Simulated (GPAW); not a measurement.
## Dielectric function and optical constants of LiF (Griceite)

Aim: the dielectric function of LiF (Griceite), and the optical constants that follow from it.

Program: GPAW 26.7.0. Level of theory: DFT, LDA, plane-wave PAW (GPAW data sets), scalar-relativistic, RPA, optical limit. Results are calculated unless marked as measured.

### 1. Set-up

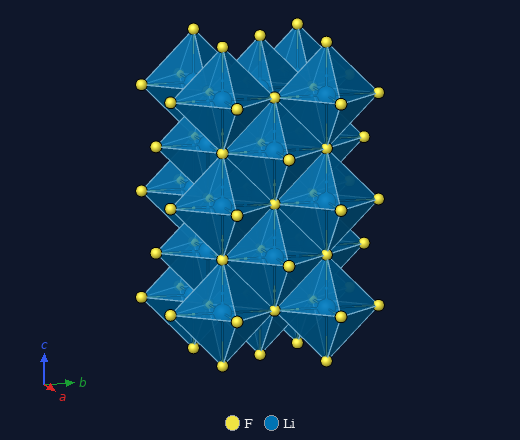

The cell as given, slightly off an axis (fluorine yellow, lithium blue). 1×1×2 cells are drawn. This picture shows the conventional cell, with its axes. Some periodic images of atoms are drawn too.

Structure file:

```
F Li
1.0
     0.00000    2.01400    2.01400
     2.01400    0.00000    2.01400
     2.01400    2.01400    0.00000
F Li
1 1
Direct
  0.50000 0.50000 0.50000
  0.00000 0.00000 0.00000
```

### 2. Dielectric function, RPA

Local fields let the induced charge screen the field inside the cell, which as a rule lowers ε, most along directions where the density is uneven.

df.py

```python
from gpaw.response.df import DielectricFunction

df = DielectricFunction('full.gpw', frequencies={'type': 'nonlinear', 'domega0': 0.03, 'omega2': 8},
                        ecut=50,
                        eta=0.15,
                        nbands=15,
                        txt='df.txt')
for direction in ['x', 'z']:
    df.get_dielectric_function(xc='RPA', direction=direction, filename=f'df_{direction}.csv')
```

Run with:

```sh
$ OMP_NUM_THREADS=1 python df.py
```

Numbers of over 12 decimals in the logs are rounded to 6 here.

Output:

```text
Using integrator: PointIntegrator
NonLinearFrequencyDescriptor(from 0.000 to 65.973 eV, 499 points)
Nonperiodic BCs:  [False False False]
Using integrator: PointIntegrator
NonLinearFrequencyDescriptor(from 0.000 to 65.973 eV, 499 points)
Nonperiodic BCs:  [False False False]

Calculating chi0 body with:
    Ground state adapter containing:
    Number of spins: 1
    Number of kpoints: 3375
    Number of irreducible kpoints: 120
    Number of completely occupied states: 4
    Number of partially occupied states: 4

    Linear response parametrization:
    q_c: [0.0, 0.0, 0.0]
    Number of frequency points: 499
    Planewave cutoff: 50.0
    Number of bands: 15
    Number of planewaves: 15
    Broadening (eta): 0.15

Integrating chi0 body.

Symmetries of q_c:
    Direct symmetries (Uq -> q): 48
    Indirect symmetries (TUq -> q): 0
In total 48 allowed symmetries.

120 groups of equivalent kpoints. 96.444444% reduction.

Integral kind: spectral function

Calculating chi0 optical extensions with:
    Ground state adapter containing:
    Number of spins: 1
    Number of kpoints: 3375
    Number of irreducible kpoints: 120
    Number of completely occupied states: 4
    Number of partially occupied states: 4

    Linear response parametrization:
    Number of frequency points: 499
    Planewave cutoff: 50.0
    Number of bands: 15
    Number of planewaves: 15
    Broadening (eta): 0.15
Integrating chi0 head and wings.

Symmetries of q_c:
    Direct symmetries (Uq -> q): 48
    Indirect symmetries (TUq -> q): 0
In total 48 allowed symmetries.

120 groups of equivalent kpoints. 96.444444% reduction.

Integral kind: spectral function wings
```

Run time: 3.7 s. Hardware: 1 thread of Arm Neoverse V1, shared host; peak memory 0.17 GiB.

This step gave:

- electronic dielectric constant ε∞, mean over x, y and z (by symmetry where fewer were run): 1.983
- main peak of Im epsilon, first axis: 10.80 eV

Some rows of df_x.csv (energy; Re and Im without local fields; Re and Im with them):

```text
0.000000, 2.050427, 0.000000, 1.982974, 0.000000
0.429336, 2.051365, 0.000657, 1.983858, 0.000619
0.878195, 2.054366, 0.001353, 1.986688, 0.001276
1.347938, 2.059773, 0.002107, 1.991787, 0.001988
1.840057, 2.068030, 0.002939, 1.999578, 0.002773
2.356191, 2.079727, 0.003878, 2.010622, 0.003663
2.898142, 2.095662, 0.004969, 2.025679, 0.004698
3.467895, 2.116942, 0.006276, 2.045811, 0.005942
4.067647, 2.145160, 0.007901, 2.072549, 0.007494
4.699832, 2.182701, 0.010015, 2.108195, 0.009521
5.367152, 2.233346, 0.012926, 2.156416, 0.012328
6.072622, 2.303553, 0.017258, 2.223515, 0.016531
6.819608, 2.405669, 0.024487, 2.321622, 0.023600
7.611886, 2.568139, 0.039260, 2.478923, 0.038195
8.453705, 2.889922, 0.092573, 2.794626, 0.091706
9.349861, 3.277205, 0.673182, 3.168159, 0.681339
10.305790, 3.457487, 1.522070, 3.305023, 1.525191
11.327680, 1.860890, 2.282343, 1.708161, 2.235764
12.422601, 1.326263, 1.682442, 1.172902, 1.617043
13.598673, 1.359274, 1.067233, 1.193578, 0.979783
```

The Im ε, E ∥ x or z has structure finer than the step of the table below, so its rows give means over 1 eV, whole bins alone (the curve runs from 0 to 14.0 eV). Peaks (eV: height): 10.8: 2.55.

Values under the direct gap are tails of Lorentzian lines. Im ε, E ∥ x or z against photon energy; means over each step:

| photon energy (eV) | Im ε, E ∥ x or z |
| --- | --- |
| 1 | 0.00146 |
| 2 | 0.00305 |
| 3 | 0.00493 |
| 4 | 0.00734 |
| 5 | 0.0108 |
| 6 | 0.0162 |
| 7 | 0.0266 |
| 8 | 0.0570 |
| 9 | 0.401 |
| 10 | 1.20 |
| 11 | 2.34 |
| 12 | 1.81 |
| 13 | 1.24 |

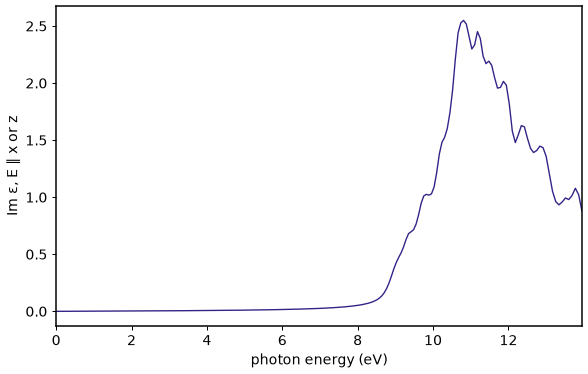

Im ε, E ∥ x or z, plotted against photon energy.

Re ε, E ∥ x or z against photon energy:

| photon energy (eV) | Re ε, E ∥ x or z |
| --- | --- |
| 0 | 1.98 |
| 1 | 1.99 |
| 2 | 2.00 |
| 3 | 2.03 |
| 4 | 2.07 |
| 5 | 2.13 |
| 6 | 2.22 |
| 7 | 2.35 |
| 8 | 2.59 |
| 9 | 3.13 |
| 10 | 3.30 |
| 11 | 2.19 |
| 12 | 1.11 |
| 13 | 0.936 |

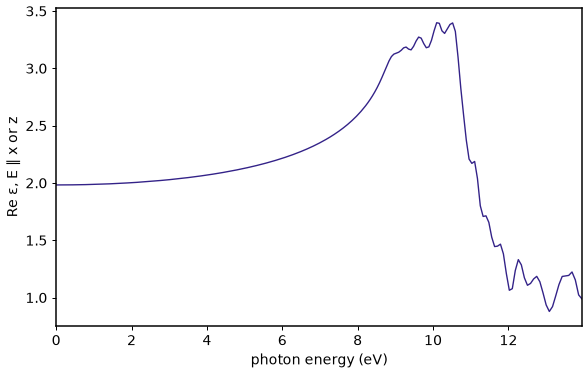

Re ε, E ∥ x or z against photon energy.

Table of reflectivity at normal incidence, E ∥ x or z by photon energy; read off at these points:

| photon energy (eV) | reflectivity at normal incidence, E ∥ x or z (%) |
| --- | --- |
| 0.00 | 2.87 |
| 0.50 | 2.88 |
| 1.00 | 2.89 |
| 1.50 | 2.92 |
| 2.00 | 2.95 |
| 2.50 | 3.00 |
| 3.00 | 3.06 |
| 3.50 | 3.14 |
| 4.00 | 3.23 |
| 4.50 | 3.35 |
| 5.00 | 3.48 |
| 5.50 | 3.65 |
| 6.00 | 3.85 |
| 6.50 | 4.11 |
| 7.00 | 4.43 |
| 7.50 | 4.87 |
| 8.00 | 5.47 |
| 8.50 | 6.45 |
| 9.00 | 7.93 |
| 9.50 | 8.66 |
| 10.00 | 9.67 |
| 10.50 | 12.3 |
| 10.74 | 13.7 |
| 11.00 | 12.3 |
| 11.50 | 11.6 |
| 12.00 | 10.6 |
| 12.42 | 8.69 |
| 12.50 | 8.19 |
| 13.00 | 7.63 |
| 13.50 | 4.25 |
| 13.77 | 4.88 |

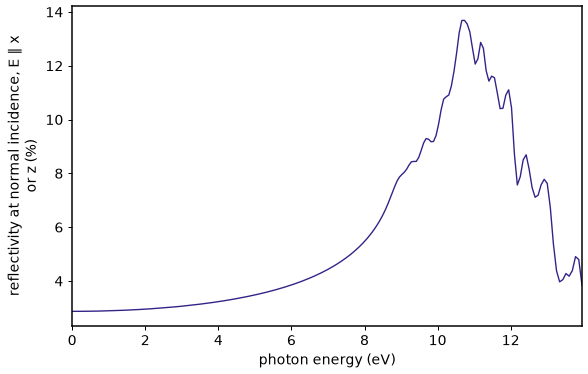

Reflectivity at normal incidence, E ∥ x or z, plotted against photon energy.

The Im ε, E ∥ x or z has structure finer than the step of the table below, so its rows give means over 1 eV, whole bins alone (the curve runs from 0 to 14.0 eV). Peaks (eV: height): without local fields 10.8: 2.59; with local fields 10.8: 2.55.

Values under the direct gap are tails of Lorentzian lines. Table of Im ε, E ∥ x or z by photon energy; means over each step:

| photon energy (eV) | without local fields | with local fields |
| --- | --- | --- |
| 1 | 0.00155 | 0.00146 |
| 2 | 0.00323 | 0.00305 |
| 3 | 0.00521 | 0.00493 |
| 4 | 0.00774 | 0.00734 |
| 5 | 0.0113 | 0.0108 |
| 6 | 0.0169 | 0.0162 |
| 7 | 0.0275 | 0.0266 |
| 8 | 0.0581 | 0.0570 |
| 9 | 0.398 | 0.401 |
| 10 | 1.20 | 1.20 |
| 11 | 2.38 | 2.34 |
| 12 | 1.87 | 1.81 |
| 13 | 1.31 | 1.24 |

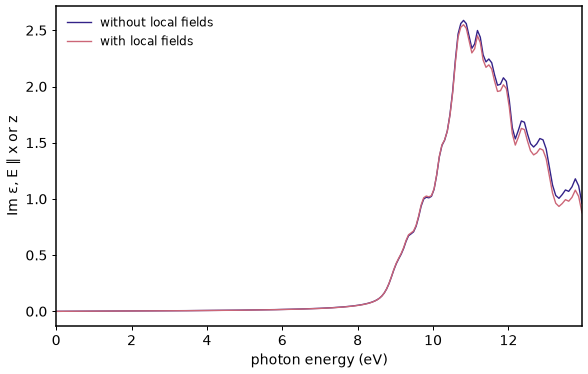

Im ε, E ∥ x or z, plotted against photon energy.

The loss function −Im 1/ε at q → 0, E ∥ x or z has structure finer than the step of the table below, so its rows give means over 1 eV, whole bins alone (the curve runs from 0 to 14.0 eV). Peaks (eV: height): 13.1: 0.542.

Values under the direct gap are tails of Lorentzian lines. Table of loss function −Im 1/ε at q → 0, E ∥ x or z by energy loss; means over each step:

| energy loss (eV) | loss function −Im 1/ε at q → 0, E ∥ x or z |
| --- | --- |
| 1 | 3.7e-4 |
| 2 | 7.6e-4 |
| 3 | 0.00120 |
| 4 | 0.00171 |
| 5 | 0.00237 |
| 6 | 0.00328 |
| 7 | 0.00476 |
| 8 | 0.00822 |
| 9 | 0.0398 |
| 10 | 0.0957 |
| 11 | 0.219 |
| 12 | 0.367 |
| 13 | 0.459 |

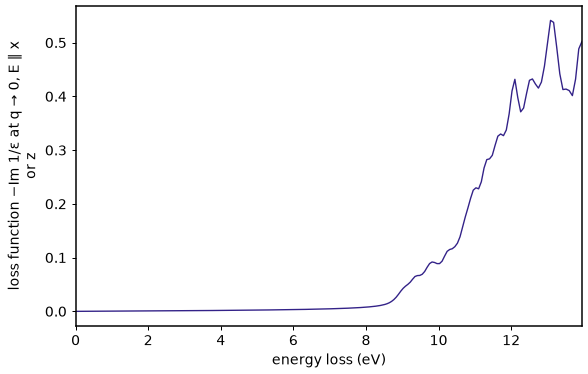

Loss function −Im 1/ε at q → 0, E ∥ x or z, plotted against energy loss.

At chosen wavelengths:

| wavelength (nm) | n | k | R (%) | 1/α |
| --- | --- | --- | --- | --- |
| 1550 | 1.41 | 0.000 | 2.9 | 299 µm |
| 800 | 1.41 | 0.001 | 2.9 | 78 µm |
| 633 | 1.41 | 0.001 | 3.0 | 48 µm |
| 532 | 1.42 | 0.001 | 3.0 | 33 µm |
| 450 | 1.42 | 0.002 | 3.0 | 23 µm |
| 405 | 1.43 | 0.002 | 3.1 | 18 µm |
| 308 | 1.44 | 0.003 | 3.2 | 9.6 µm |

Below the direct gap, k and the depth come from the tails of the Lorentzian lines, not from transitions.

### 3. Results

```
electronic dielectric constant ε∞, mean over x, y and z (by symmetry where fewer were run) (RPA) : 1.98
main peak of Im epsilon, first axis                                                              : 10.8 eV
```

**Reading.** At this level (LDA, RPA) LiF has ε∞ = 1.98 and n = 1.41 at 1550 nm, and Im ε peaks at 10.8 eV. Local fields change the static value along x from 2.05 to 1.98 (-3 %). Distinct maxima of Im ε, read by a parabola through the highest points, lie at 10.80 eV (2.6), 11.19 eV (2.5), 12.37 eV (1.6) and 13.78 eV (1.1). Excitons and phonon-assisted transitions are missing; LDA gaps are as a rule too small, which pulls the onset down and ε∞ up. The sum runs over mesh points, so small or evenly spaced maxima can still be ripples of the mesh. In this version of GPAW the matrix elements of the optical limit are incomplete, which can lower ε − 1 by up to a tenth where first-row anions or d states rule, and shift it by more in d metals.

[Machine, clock and banner lines and Python warnings are left out of the logs.]

[Logs are printed without paths, hosts, clocks, repeated set-up lines and the standing remarks that a program may print on its own settings, such as how far it seeks lower states.]

[Hosts, paths, dates, database ids (printed as entryN), source tags and the programs' standing remarks are cut or masked in the printed files.]
